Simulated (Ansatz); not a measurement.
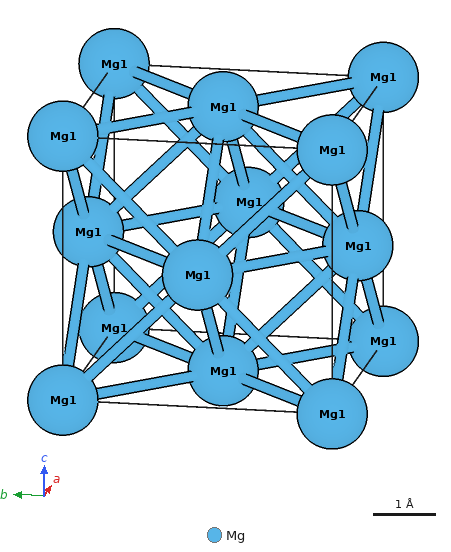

Reference structure: a symmetric starting cell of Mg. Style: ball-and-stick. Shown: the conventional cell (4 times the calculation's cell), from a free direction. Lengths and directions refer to the drawn axes.

Level of theory: DFT PBEsol, scalar-relativistic, plane waves, PAW (Ansatz). (plane-wave cutoff 420 eV; k-point mesh 15 × 15 × 15; occupations gaussian; smearing width 0.1 eV; no spin polarisation)

Now this is done to it. The cell is strained by −2.2 % along [1 1 1] and +0.8 % across it (volume −0.6 %), the atoms keeping their fractional coordinates. No relaxation follows. The starting cell wasn't computed here and needn't be at equilibrium, so pressure and forces aren't due to the change alone.

Predict the response.

Answer. The pressure is 0.4 GPa (not all of it need come from the change, since the unchanged cell can be under pressure at this level too). The principal stresses (compression positive) are 1.4 GPa along [1 1 1] and −0.1 GPa across it. All forces vanish by symmetry. Near-neighbour distances before and after: Mg–Mg 3.174 → 3.136 to 3.199 Å. The space group (tolerance 0.01 Å) goes from Fm-3m (No. 225) to R-3m (No. 166).

Drawn alike, the variant:

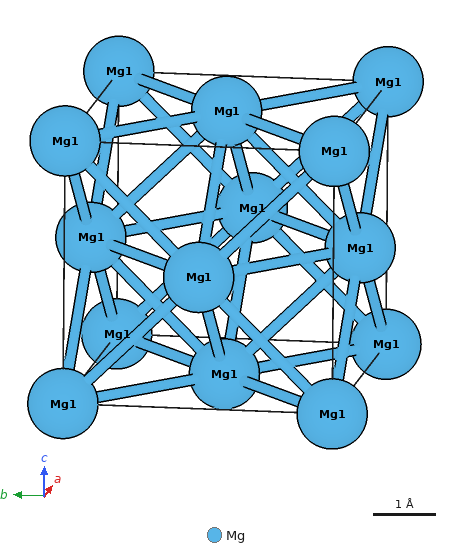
